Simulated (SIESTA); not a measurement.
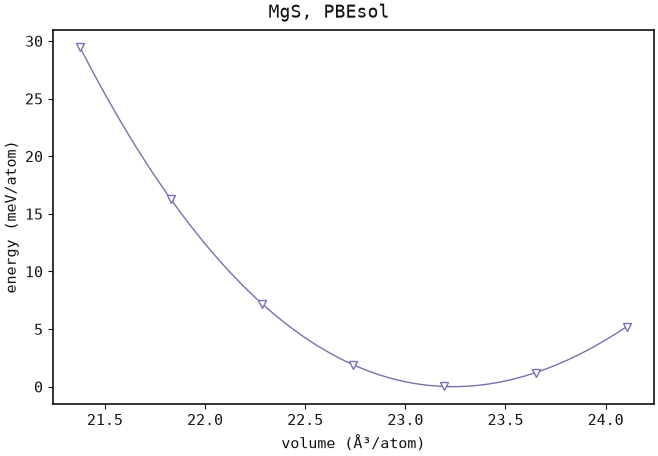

The figure shows the energy against volume for MgS, space group F-43m (No. 216).

The given structure:
```
S Mg
1.0
     0.00000    2.83312    2.83312
     2.83312    0.00000    2.83312
     2.83312    2.83312    0.00000
S Mg
1 1
Direct
  0.25000 0.25000 0.25000
  0.00000 0.00000 0.00000
```

Computed with SIESTA 5.4.2: DFT in numerical atomic orbitals with pseudopotentials, no spin polarisation; energies at scaled volumes of the given cell, shape and fractions fixed, counted from the fit's minimum, third-order Birch-Murnaghan fit. Level: PBEsol.

- k mesh: 8×8×8
- occupations: Fermi–Dirac
- smearing width: 0.05 eV
- potentials: PseudoDojo 0.4 standard, converted to PSML, two zetas on semicore shells
- program settings: basis DZP, mesh cutoff 800 Ry

This calculation gives: equilibrium volume 23.24 Å³/atom and bulk modulus 54.9 GPa.

Now S is replaced by Te on all its sites, which gives MgTe in the same structure. The second calculation uses k mesh 7×7×7. How do these quantities change?

The equilibrium volume rises from 23.24 to 33.79 Å³/atom (+45 %) and the bulk modulus falls from 54.9 to 36.9 GPa (−33 %).

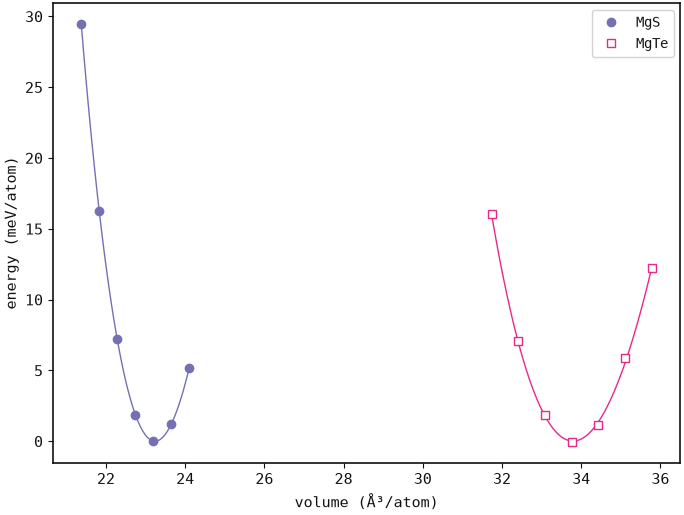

The two results together.

For both, limits of the calculation: mulliken charges of long orbitals.

V0 and the bulk modulus come from third-order Birch–Murnaghan fits.
